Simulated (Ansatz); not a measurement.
# TiAl (slab): what the fields show

```cif
data_structure
_symmetry_space_group_name_H-M 'P 1'
_symmetry_Int_Tables_number 1
_cell_length_a 2.8106
_cell_length_b 4.0650
_cell_length_c 30.4581
_cell_angle_alpha 90.000
_cell_angle_beta 90.000
_cell_angle_gamma 90.000
_cell_volume 347.98
loop_
_atom_site_label
_atom_site_type_symbol
_atom_site_fract_x
_atom_site_fract_y
_atom_site_fract_z
_atom_site_occupancy
Al1 Al 0.50000 0.50000 0.24624 1
Ti1 Ti 0.00000 0.00000 0.29238 1
Al2 Al 0.50000 0.50000 0.33852 1
Ti2 Ti 0.00000 0.00000 0.38465 1
Al3 Al 0.50000 0.50000 0.43079 1
Ti3 Ti 0.00000 0.00000 0.47693 1
Al4 Al 0.50000 0.50000 0.52307 1
Ti4 Ti 0.00000 0.00000 0.56921 1
Al5 Al 0.50000 0.50000 0.61535 1
Ti5 Ti 0.00000 0.00000 0.66148 1
Al6 Al 0.50000 0.50000 0.70762 1
Ti6 Ti 0.00000 0.00000 0.75376 1
```

Changed on purpose from its base cell (repeats removed: -2); not relaxed (largest force 0.7 eV/Å); computed without spin polarisation.

Theory: DFT r2SCAN, scalar-relativistic, plane waves, PAW in Ansatz.

In a PAW calculation such maps are meaningful between the atoms, not at the nuclei.

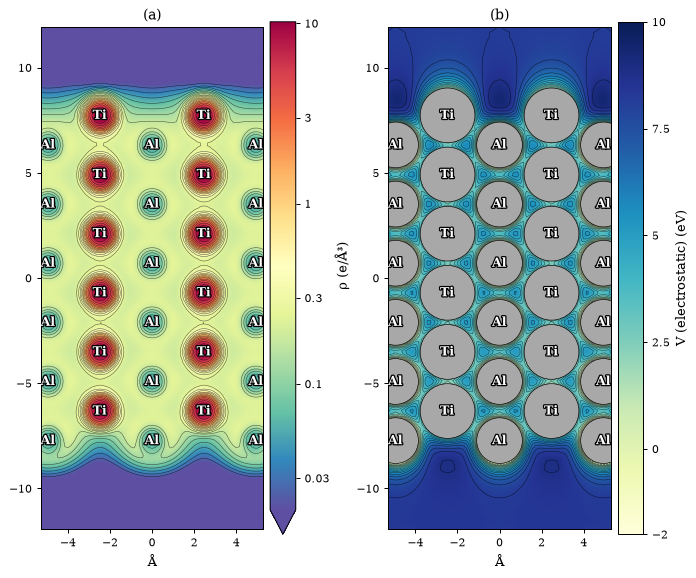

Figure 1. (a) valence pseudo-density; (b) electrostatic potential energy of an electron on the (11̄0) plane of the calculation cell, a cut from vacuum to vacuum. Grey discs cover the atomic cores in the potential map.

### What do the fields say about this system?

Atoms in the plane: Al and Ti. Ti–Ti (2.81 Å): ρ is about 0.22 e/Å³ halfway. Al–Al (2.81 Å): ρ is about 0.23 e/Å³ halfway. Ti–Al (2.84 Å): ρ at the midpoint is about 0.2 e/Å³. The density dies away to nearly zero in the vacuum.

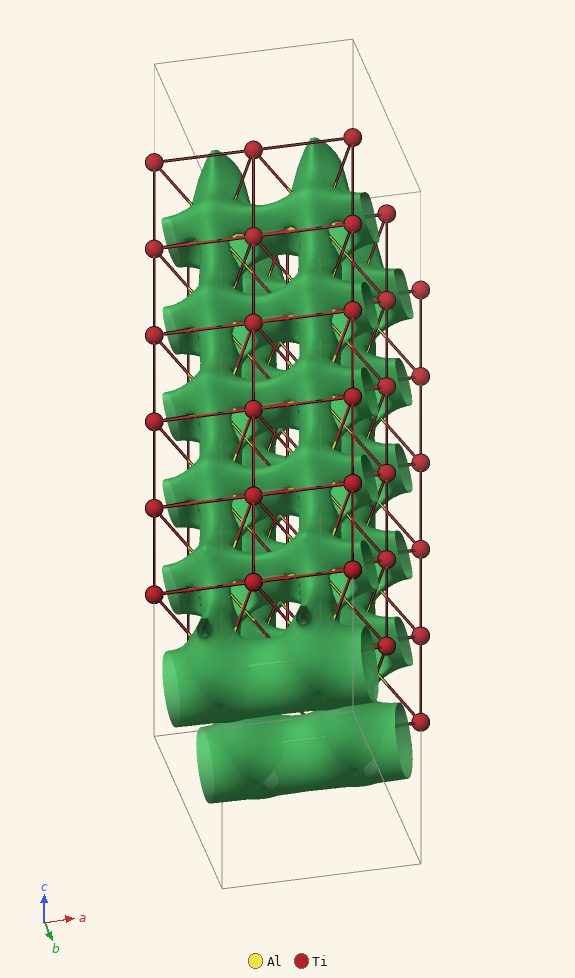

Figure 2. Isosurface of the electron localisation function at 0.6 (green), seen at an oblique angle. Core shells and regions of very low density are left out. Sticks mark near contacts.

### What do the ELF domains correspond to?

At this value the surface marks out sheets that run through the cell in two directions, counted in one cell of 12 atoms. Counts are for one cell; the picture repeats the cell along the surface. Profiles from the grid: Ti–Ti (2.81 Å): the ELF is about 0.30 at the midpoint: no shared electron pair shows on this line. Al–Al (2.81 Å): the ELF peaks at about 0.70 between the atoms.

### Does the calculation give a band gap?

It is metallic or semimetallic at this level of theory: no gap opens.
